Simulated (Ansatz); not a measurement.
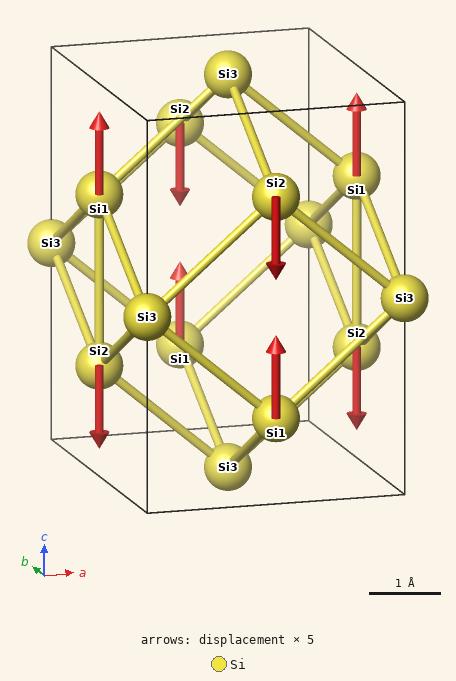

This is a relaxation of a crystal of Si (built on the random type). The starting structure is drawn; red arrows show the displacements (the part carried along by the change of the cell is left out), magnified 5 times.

A ball-and-stick model of the conventional cell (2 times the calculation's cell), seen slightly off an axis. Lengths and directions refer to the drawn axes.

Case: random cell with space group Imm2 (No. 44).

Level of theory: Ansatz, DFT PBE, scalar-relativistic, plane waves, PAW. Settings: plane-wave cutoff 420 eV; k-point mesh 16 × 16 × 16; occupations gaussian; smearing width 0.1 eV; no spin polarisation; cell and atoms relaxed; force threshold 0.01 eV/Å; at most 80 steps.

**Describe the change and its energy.**

The energy falls by 41.4 meV per atom in 19 accepted moves (27 points after the start). Largest force component: 0.016 eV/Å at the start, 0.00094 eV/Å at the end. Pressure: −0.35 GPa at the start and 0.00 GPa at the end. The line search rejected the trial steps at points 6, 13, 15, 18, 23, 25 of the run. The SCF was repeated twice at an unchanged geometry on a basis and grid sized afresh for the cell, which shifted the energy by 7.0 meV per atom at most. The largest moves relative to the cell, 0.24 Å, are those of Si1 and Si2. Si1 goes along +c. The drawn cell changes as follows: a 3.792 → 3.601 Å (−5.0 %), b 4.605 → 3.601 Å (−21.8 %), c 5.692 → 7.545 Å (+32.6 %); the volume changes by −1.6 %. Near-neighbour distances that change, for instance: Si1–Si2 2.482 → 3.773 Å, Si1–Si2 (another image) 3.005 → 2.546 Å, Si1–Si3 2.484 → 2.607 Å, Si1–Si3 (another image) 2.616 → 2.608 Å. Bond angles that change, for instance: Si3–Si1–Si3 123.4° → 87.3°, Si3–Si1–Si3 107.8° → 121.5°, Si3–Si1–Si3 99.5° → 87.4°. The space group (tolerance 0.01 Å) goes from Immm (No. 71) to I4/mmm (No. 139).
